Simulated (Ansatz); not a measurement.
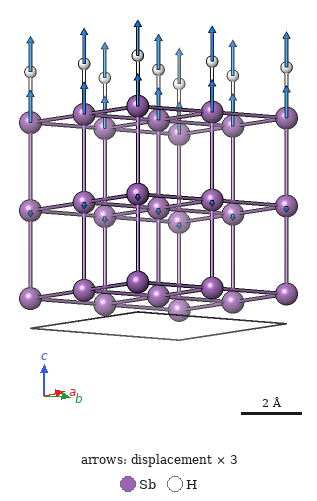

A constrained relaxation of a slab of composition Sb₃H (cut from the Pm-3m phase). The starting structure is drawn; blue arrows show the displacements, magnified 3 times.

Style: ball-and-stick. Shown: the 2 × 2 repeat of the cell, outlined in the plane, without the vacuum, from a free direction.

Case: H put at a top Sb site. The slab is the (1 0 0) face of Sb with H on it. 1 atoms are held fixed.

Method: DFT PBEsol, scalar-relativistic, plane waves, PAW (Ansatz). Settings: plane-wave cutoff 420 eV; k-point mesh 9 × 9 × 1; occupations gaussian; smearing width 0.1 eV; no spin polarisation; dipole correction; atoms relaxed in a fixed cell; force threshold 0.03 eV/Å; at most 70 steps.

Question: What happened in the run?

Answer: The energy falls by 0.154 eV per cell of the calculation in 4 geometry steps. Largest force component: 1.1 eV/Å at the start, 0.02 eV/Å at the end. The largest move is that of the H atom, 0.41 Å along the normal (+c). By element the largest moves are H 0.41 Å, Sb 0.37 Å. The cell stays as it was. Some distances before and after: Sb–Sb 2.954 → 3.405 Å, Sb–Sb 2.955 → 2.877 Å, H–Sb 1.700 → 1.734 Å.

Limits of the set-up: the periodic images lie only 3.1 Å apart, so the values are limited by the cell's size.
